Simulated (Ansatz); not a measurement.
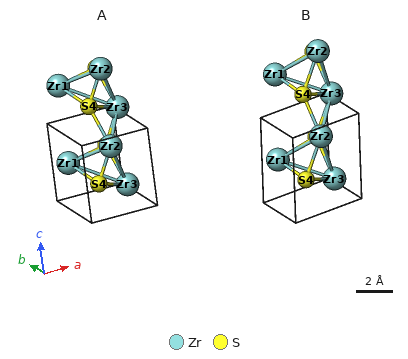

Two geometries of crystalline Zr3S2 (set up in P1), drawn at one scale. One is the start of a relaxation, the other its converged end. A ball-and-stick model of the cell of the calculation, repeated 1 × 1 × 2 with one cell outlined, seen slightly off an axis.

All numbers below come from DFT PBE, scalar-relativistic, plane waves, PAW (Ansatz 0.2.0). Set-up: plane-wave cutoff 420 eV; k-point mesh 6 × 6 × 6; occupations gaussian; smearing width 0.15 eV; no spin polarisation; cell and atoms relaxed; force threshold 0.01 eV/Å; at most 80 steps.

Q: Which geometry has the lower energy?

A: Structure B is the relaxed one. Case: cell sheared at random, sigma 0.06, atoms nudged by 0.01 Å; relaxed back. The atom that moves furthest relative to the cell is a Zr atom (0.035 Å along [1 −2 −1]). By element the largest moves are Zr 0.035 Å, S 0.030 Å. The volume changes by +1.5 %, with a 4.844 → 4.826 Å (−0.4 %), b 5.179 → 4.826 Å (−6.8 %), c 4.424 → 4.826 Å (+9.1 %), α 70.2° → 73.7°, β 81.9° → 73.7°, γ 72.7° → 73.7°. Near-neighbour distances that change, for instance: S–Zr 2.244 → 2.609 Å, S–Zr 2.262 → 2.599 Å, Zr–Zr 3.566 → 3.318 Å, S–Zr 2.825 → 2.600 Å. Among the angles between lasting bonds that change: Zr–S–Zr 89.8° → 79.3°, Zr–S–Zr 91.3° → 81.1°, Zr–S–Zr 128.7° → 136.8°. The space group (tolerance 0.01 Å) goes from P1 (No. 1) to R32 (No. 155). The energy falls by 303 meV per atom in 6 accepted moves (8 points after the start). The largest force component goes from 2.7 to 0.00052 eV/Å. Pressure: 7.72 GPa at the start and 0.00 GPa at the end. The SCF was repeated twice at an unchanged geometry on a basis and grid sized afresh for the cell, which shifted the energy by 0.9 meV per atom at most.
